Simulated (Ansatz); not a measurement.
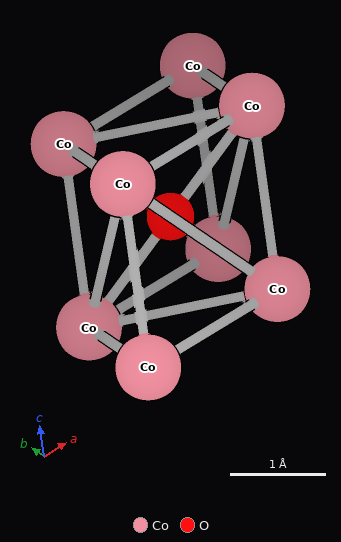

Fig. 1: The input geometry (ball-and-stick view of the reduced cell, seen slightly off an axis). An atom can appear more than once, as a periodic image.

CoO: single-point calculation

CoO (R-3m, 2 atoms in the cell), computed with DFT, PBEsol, plane waves, PAW, spin-polarised (Ansatz 0.2.0).

The structure derives from an entry of the Crystallography Open Database. Some settings of this run were made unusual or wrong on purpose.

### Output
```
Engine: ansatz 0.2.0, x86_64-unknown-linux-gnu
Pseudopotentials: kind: paw
Pseudopotential: Co, paw, valence charge 17, recommended cutoff 420 eV (normal), Co.paw.azcp
Pseudopotential: O, paw, valence charge 6, recommended cutoff 420 eV (normal), O.paw.azcp
Functional definition: PBEsol
  exchange = pbesol_x
  correlation = pbesol_c
Crystal: 2 atoms, lattice volume = 6.118 Å³
Basis set: ecut = 420 eV, 119 PW (Γ), exchange–correlation on 30×30×30 points (8 copies of the dense FFT grid, shifted against one another)
Bands: 17, of which v1, the nominal top of the filled ones, is band 12 counted from 1 (11 counted from 0)
Symmetry: 4 space group operations
Space group: C2/m (ITA 12), of the structure as read, at distance tolerance 1.8e-5 Å
Magnetic group: BNS 12.58 (UNI 65), of the structure as read, at distance tolerance 1.8e-5 Å
k-points: 589 of 2160
Non-local potential: Co, projectors of the file, l = 0: 3, l = 1: 2, l = 2: 3, l = 3: 1
Non-local potential: O, projectors of the file, l = 0: 2, l = 1: 2, l = 2: 1
PAW form: soft (Blöchl's): semilocal exchange-correlation on the pseudo side does not see the compensation charge
PAW frozen core: Co, regenerated for the run's functional, and the local potential with it (the file was generated under x = pbe(κ = 0.804, μ = 0.2195149727645171), c = pbe(β = 0.06672455060314922))
PAW frozen core: O, regenerated for the run's functional, and the local potential with it (the file was generated under x = pbe(κ = 0.804, μ = 0.2195149727645171), c = pbe(β = 0.06672455060314922))
PAW one-centre angular grid: Co, 590 points (default); XC on 64 Gauss nodes
PAW one-centre angular grid: O, 110 points (default); XC on 64 Gauss nodes
Initial density: superposition of atomic densities (chi_scale 0.1, normalization cell, long waves kept (reshape's long-wave potential 0.00 eV rms))
Starting moments: Σ|m| = 2.89 μB on 2 of 2 sites
Initial wavefunctions: pseudopotential atomic-orbital guess
Functional: x = pbesol(κ = 0.804, μ = 0.12345679012345678), c = pbesol(β = 0.046)
SCF iter   1: F=—  HF=-5552.938167 eV  |F-HF|=—  |Δ(HF+E_count)|=         —  Δρ=6.18e-1 (↑3.61e-1 ↓6.18e-1)  dr2=3.07e0  dr2_m=1.22e1  M=0.100 μB ∫|m|=0.130 μB  β_m=0.30  ethr=3.10e-3  ⟨swp⟩=4.4  Hψ=86143  notcnv=0
Mixer restart at iter 1: flushing history
preconditioner: auto → none  [metal: Δε(μ)=0.004 eV  Ē_g=27.423 eV  σ=0.100 eV  W_gap=0.02  n_scr=0 (ndim 8)  ℏωp=58.1 eV  f_vac=0.000  D(μ)=0.48/eV (n_scr^D=6)]
SCF iter   2: F=—  HF=-5581.696757 eV  |F-HF|=—  |Δ(HF+E_count)|=    2.88e1  Δρ=4.20e-1 (↑2.78e-1 ↓4.20e-1)  dr2=1.01e0  dr2_m=6.39e0  M=0.060 μB ∫|m|=0.077 μB  β_m=0.64  ethr=3.10e-3  ⟨swp⟩=3.1  Hψ=50622  notcnv=0  defer=1453
SCF iter   3: F=—  HF=-5620.992811 eV  |F-HF|=—  |Δ(HF+E_count)|=    3.93e1  Δρ=5.87e-2 (↑3.73e-2 ↓5.87e-2)  dr2=2.41e-1  dr2_m=9.63e-3  M=0.002 μB ∫|m|=0.005 μB  β_m=0.62  ethr=3.10e-3  ⟨swp⟩=3.4  Hψ=43730  notcnv=0  defer=1453
SCF iter   4: F=—  HF=-5621.221492 eV  |F-HF|=—  |Δ(HF+E_count)|=   2.29e-1  Δρ=2.86e-2 (↑2.41e-2 ↓2.86e-2)  dr2=8.19e-2  dr2_m=5.15e-4  M=-0.000 μB ∫|m|=0.001 μB  β_m=0.52  ethr=1.05e-3  ⟨swp⟩=3.4  Hψ=49557  notcnv=0  defer=1461
SCF iter   5: F=—  HF=-5621.186728 eV  |F-HF|=—  |Δ(HF+E_count)|=   3.48e-2  Δρ=5.98e-3 (↑4.98e-3 ↓5.98e-3)  dr2=3.34e-3  dr2_m=4.67e-5  M=0.000 μB ∫|m|=0.001 μB  β_m=0.71  ethr=3.56e-4  ⟨swp⟩=2.8  Hψ=31918  notcnv=0  defer=1463
SCF iter   6: F=—  HF=-5621.188009 eV  |F-HF|=—  |Δ(HF+E_count)|=   1.28e-3  Δρ=7.59e-4 (↑5.55e-4 ↓7.59e-4)  dr2=3.78e-5  dr2_m=2.07e-6  M=0.000 μB ∫|m|=0.000 μB  β_m=0.75  ethr=1.45e-5  ⟨swp⟩=2.9  Hψ=35015  notcnv=0  defer=1461
SCF iter   7: F=—  HF=-5621.188327 eV  |F-HF|=—  |Δ(HF+E_count)|=   3.18e-4  Δρ=2.87e-4 (↑2.06e-4 ↓2.87e-4)  dr2=7.80e-6  dr2_m=1.31e-7  M=0.000 μB ∫|m|=0.000 μB  β_m=0.82  ethr=1.64e-7  ⟨swp⟩=2.2  Hψ=33539  notcnv=0  defer=1461
SCF iter   8: F=—  HF=-5621.188331 eV  |F-HF|=—  |Δ(HF+E_count)|=   4.42e-6  Δρ=1.05e-4 (↑8.21e-5 ↓1.05e-4)  dr2=1.19e-6  dr2_m=8.58e-9  M=0.000 μB ∫|m|=0.000 μB  β_m=0.91  ethr=3.39e-8  ⟨swp⟩=2.3  Hψ=30939  notcnv=0  defer=1461
SCF iter   9: F=—  HF=-5621.188332 eV  |F-HF|=—  |Δ(HF+E_count)|=   7.96e-7  Δρ=1.10e-5 (↑7.92e-6 ↓1.10e-5)  dr2=1.10e-8  dr2_m=1.55e-10  M=0.000 μB ∫|m|=0.000 μB  β_m=0.89  ethr=5.16e-9  ⟨swp⟩=2.6  Hψ=31861  notcnv=0  defer=1461
SCF iter  10: F=-5621.188332 eV  HF=-5621.188332 eV  |F-HF|=3.83e-10  |Δ(HF+E_count)|=  2.35e-10  Δρ=1.93e-6 (↑1.93e-6 ↓1.89e-6)  dr2=4.31e-10  dr2_m=5.86e-13  M=0.000 μB ∫|m|=0.000 μB  ethr=4.77e-11  ⟨swp⟩=7.6  Hψ=98006  notcnv=0
SCF 1 converged in 10 iterations: F = -5621.188332 eV  dr2 = 4.31e-10
  greatest PAW one-centre occupation: 1.022 electrons in one spin orbital (limit 2), on the Co atom at site 0 (counted from 0), in its partial waves of l = 1
```

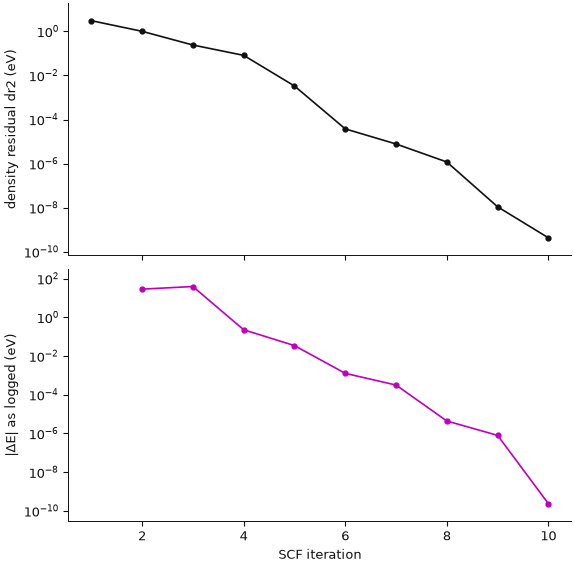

Fig. 2: Convergence of the self-consistent field: density residual dr2 and size of the energy change against the SCF iteration. The residual falls at every step.

```
WARN: the starting moments were not kept: the SCF closed with an absolute magnetisation of 1.3e-7 μB, where they sum to 2.89 μB in size (2 sites). That is at most 0.1 of that sum. Measured as dr2_m measures the in/out step, that magnetisation stands 1.7e-14 eV from none, at or under the dr2_threshold of 1.0e-7 eV: it is no larger than a step whose dr2_m would equal this threshold. The system may hold no moment; this SCF shows only that its start led to no more than that. To try another start: raise the starting moments (crystal.atoms[].spin, magnetization.per_species, magnetization.initial_magnetization, or on a non-collinear deck that types none of these the spinor_matrix: blocks that start its atoms; where the total moment is fixed, keep their sum and leave initial_magnetization as it is; typed ones take the place of any that the run laid by itself, positive ones on a crystal's lanthanoids without a Hubbard term where scf.initial_density.shell_occupations: [] is typed) or, if the notice of its spin-set hold's release reads "site moments contracting" or "site moments show no strong build", lengthen the hold (scf.mixing.spin_hold: { on: { confirm: 4 } }; for m-r²SCAN on two components see the key's manual first). Each may lead to a state that holds a moment. A second SCF, from the converged charge density, with the starting moments and any scf.initial_density.shell_occupations laid on it anew, would have followed, and was not run: the deck does not ask for one (magnetization.retry_lost_moments is false, the default). To let it run, set magnetization.retry_lost_moments: true and run the deck again, where that key's refused combinations let it; where memory then withholds it, that run's warning says so.
SCF converged after 10 iterations
Magnetization: 0.0000 μB (11.5000 up, 11.5000 down)
Absolute magnetization: 0.0000 μB (∫|ρ↑−ρ↓|, with the PAW one-centre terms)
Spin contamination: 0.0000 ħ² per cell (⟨S²⟩ above its minimum at these occupations)
Per-site moments (μB) at R_I (Å): [(4.941035937330779e-8, 0.6001718542927719), (2.3114223645067393e-8, 0.6001718542927719)]
Free energy (F): -5621.188332 eV
Harris-Foulkes:  -5621.188332 eV  (|F-HF|=3.83e-10)
Internal energy: -5621.187123 eV  (E = F + TS)
E sigma→0 (E₀):  -5621.187727 eV
Entropy (-TS):   -0.001209 eV (-0.605 meV/atom)
Fermi energy:    54.129300 eV
--- Per-component energies (eV) ---
  E_band       = 446.063493
  E_kinetic    = 718.061997
  E_local      = -1580.790049  (includes V_loc(G=0)·N_el)
  E_nonlocal   = 608.850005
  E_hartree    = 827.268047
  E_xc         = -245.702964
  E_vxc        = -318.456818  (∫ρ·V_xc dr)
  E_paw        = -1701.967116  (= ΣΔE_a)
  E_vpaw       = -636.141719  (= ΣTr[D̂ρ^β])
  E_aug_tail   = 0.003590  (compensation charges beyond the density's cutoff)
  E_ewald      = -4247.134339
  E_core_change = 0.223707  (= ΣΔE_core)
  E_smearing   = -0.001209  (= −TS)
  E_closure    = 0.000000  (closes the sum)
  Σ components = -5621.188332   (vs F -5621.188332, Δ=0.00e0)
--- Forces (eV/Å), atoms counted from 1 ---
  atom   1  Co     0.00000000     0.00000000     0.00000000
  atom   2  O      0.00000000     0.00000000     0.00000000
  max |Σ_I F_I| component: 3.94e-31 eV/Å
--- Stress (GPa, compression-positive) ---
     2352.851325      -1.268585       1.329951
       -1.268585    2354.316161       0.767848
        1.329951       0.767848    2230.487131
  P = ⅓ Tr σ = 2312.5515 GPa (23125.515 kbar)
--- Band table (eV; the first three rows and the last of 1178) ---
  k-point 0 ↑: bands = ["-46.8064", "-9.1792", "-9.1778", "-8.4725", "18.0194", "42.3083", "42.3119", "43.3357", "43.3402", "44.4083", "45.1797", "46.1893", "46.1991", "69.1115", "70.5414", "84.5344", "84.5408"]
  k-point 1 ↑: bands = ["-46.7523", "-9.1962", "-9.1947", "-8.6594", "18.3134", "41.4180", "41.4215", "42.8440", "42.8457", "43.0622", "45.9442", "47.9622", "47.9710", "69.3002", "71.0005", "84.4608", "84.4675"]
  k-point 2 ↑: bands = ["-46.5974", "-9.2438", "-9.2420", "-9.1744", "19.1471", "39.1086", "39.1134", "40.8762", "43.5312", "43.5345", "46.6434", "50.7131", "50.7219", "69.8756", "71.7884", "84.1161", "84.1232"]
  k-point 588 ↓: bands = ["-45.8929", "-12.5044", "-9.1963", "-8.8544", "26.1352", "29.4033", "33.1514", "35.2172", "47.9404", "48.8889", "52.4851", "59.1801", "60.1528", "61.7128", "73.8972", "77.9119", "79.3848"]
```

The run was set up as follows.

### Input
```yaml
crystal:
  lattice:
    - [2.1251102, 0.0, -0.00016735]
    - [-1.0625551, 1.84039943, 0.0]
    - [1.06242716, 0.6133926, 1.56414934]
  atoms:
    - { symbol: Co, position: [0.0, 0.0, 0.0], spin: 2.57 }
    - { symbol: O, position: [0.0, 0.5, 0.5], spin: 0.32 }
basis:
  ecutwfc: 420
kpoints:
  mp_grid: { grid: [12, 12, 15] }
hamiltonian:
  xc: pbesol
scf:
  occupations: { method: gaussian, width: 0.1 }
  max_iter: 50
output:
  forces: true
  eigenvalues: true
  stress: true
magnetization:
  spin_polarized: true
```

Launched with:
```bash
ansatz run input.yaml --threads 2 --pin off --max-ram 5120MiB --backend cpu --events-out ev --progress --plain --runs-dir out
```

### What the run reported

```tsv
quantity	value
outcome	converged
space group (tolerance 0.01 Å)	R-3m (166)
electrons treated	23
free energy	−5621.1883 eV
Fermi energy	54.129 eV
gap on the k-point mesh	none (metallic)
net moment of the cell	0.00 μB
integrated absolute moment	0.00 μB
pressure	2312.55 GPa
largest force (length of the vector)	under 0.001 eV/Å
hardware	2 threads of AMD EPYC (Zen 3), 189 GiB of memory available, shared host
wall time	28 s (CPU time 41 s)
peak memory	0.45 GiB
```

### What went wrong

This input holds a deliberate fault: a lattice far too small (`crystal.lattice`). The atoms are squeezed together and the pressure is enormous. The run converged all the same; its numbers are those of the faulty input and shouldn't be used. Warnings of the run: some starting moments were not kept.
